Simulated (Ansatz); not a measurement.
ZrSi31 (cell with a defect)

```xyz
32
Lattice="-5.4701 -5.4701 -5.4701 5.4701 5.4701 -5.4701 5.4701 -5.4701 5.4701" Properties=species:S:1:pos:R:3 pbc="T T T"
Zr    4.1026   -1.3675   -4.1026
Si    4.0950   -4.1387   -1.3314
Si    6.8737   -1.3600   -1.3314
Si   -1.3675   -1.3675   -4.1026
Si    6.8015   -4.0664    1.3599
Si    4.1026    4.1026   -4.1026
Si   -1.3751   -4.0665   -1.4036
Si    1.3314   -1.3751   -1.3314
Si   -1.3599   -4.0664   -6.8015
Si    1.3314   -1.3600   -6.8737
Si    1.4036   -4.0665    1.3751
Si    4.1026   -1.3675    1.3675
Si    1.3314   -4.1387   -4.0950
Si    4.1101   -4.1387    4.0664
Si    1.4037   -6.8451   -1.4037
Si   -4.0664   -4.1387   -4.1101
Si    5.6088   -2.8738   -2.5963
Si   -0.0042   -0.0173   -5.4528
Si    2.7523    2.7392   -5.4528
Si   -0.0042   -2.7178   -2.7523
Si    2.5963    0.1387   -2.5963
Si    5.4528    2.7392   -2.7523
Si    0.1387   -5.3314   -0.1387
Si    2.7523   -2.7178    0.0042
Si    5.4528   -0.0173    0.0042
Si    2.5963   -2.8738   -5.6088
Si    2.7391   -5.4874    2.7177
Si   -0.0173   -8.1878   -2.7393
Si    2.7524   -5.4742   -2.7524
Si    5.4528   -5.4743   -5.4528
Si    2.7393   -8.1878    0.0173
Si   -2.7177   -5.4874   -2.7391
```

These are results of DFT PBE, scalar-relativistic, plane waves, PAW (Ansatz), not measurements.

Core electrons are frozen (PAW), and the valence fields are smoothed inside the atomic spheres.

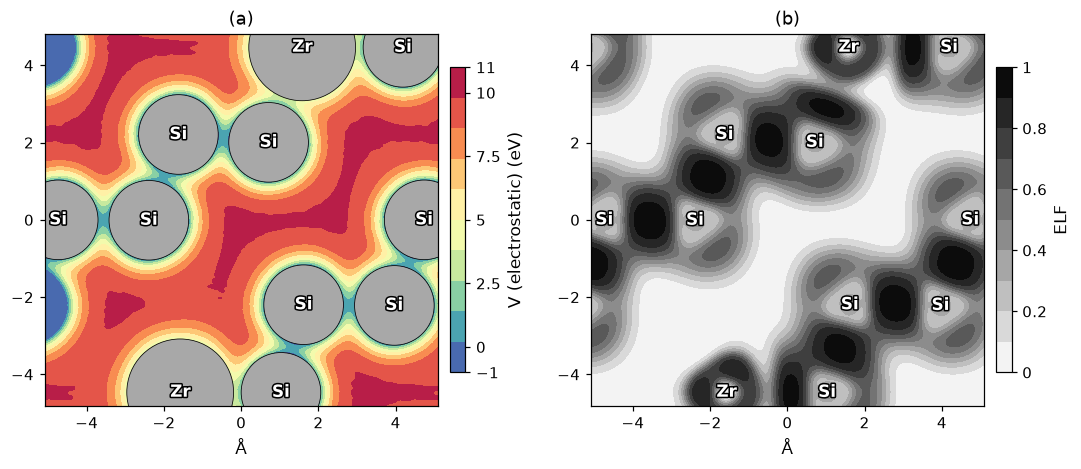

Figure 1. (a) electrostatic potential energy of an electron; (b) electron localisation function on the (101̄) plane of the calculation cell. Grey discs cover the atomic cores in the potential map.

Question: What does the map show?

Answer: The plane passes through Zr and Si nuclei.
Si–Si (2.35 Å): the ELF peaks at about 0.95 between the atoms (a covalent bond).
Zr–Si (2.61 Å): the ELF peaks at about 0.95 in the valence shell of Si, 0.9 Å from its nucleus, and is about 0.75 at the midpoint.
The features right at Zr lie inside the PAW spheres, where the map follows smoothed inner orbitals and isn't to be read closely.
Outside the cores the potential energy rises away from the atoms and is highest about 2.2 Å from the nearest atoms; its zero is arbitrary.

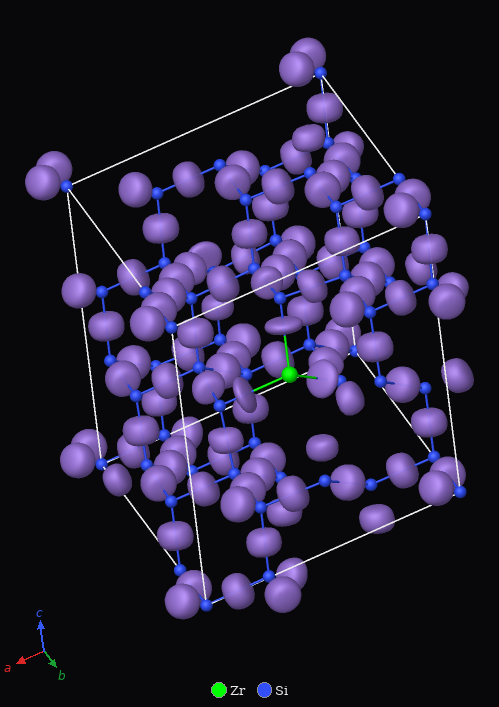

Figure 2. Isosurface of the ELF at 0.85 (purple), seen at an oblique angle. Core shells and regions of very low density are left out. Sticks mark near contacts.

Question: Describe the localisation domains.

Answer: The surface consists of 60 regions between bonded Si–Si atoms (shared pairs) and four lobes of the valence shell of Si pointing towards Zr (polar bonds), counted in one cell of 32 atoms. Regions shared between cells count once.


Si–Si (2.34 Å): the ELF peaks at about 0.95 between the atoms, as expected for a shared electron pair.

Question: Metal or insulator at this level of theory?

Answer: It is gapped, with a Kohn–Sham gap of 0.94 eV on the k-point mesh, an upper bound to the gap of this method.
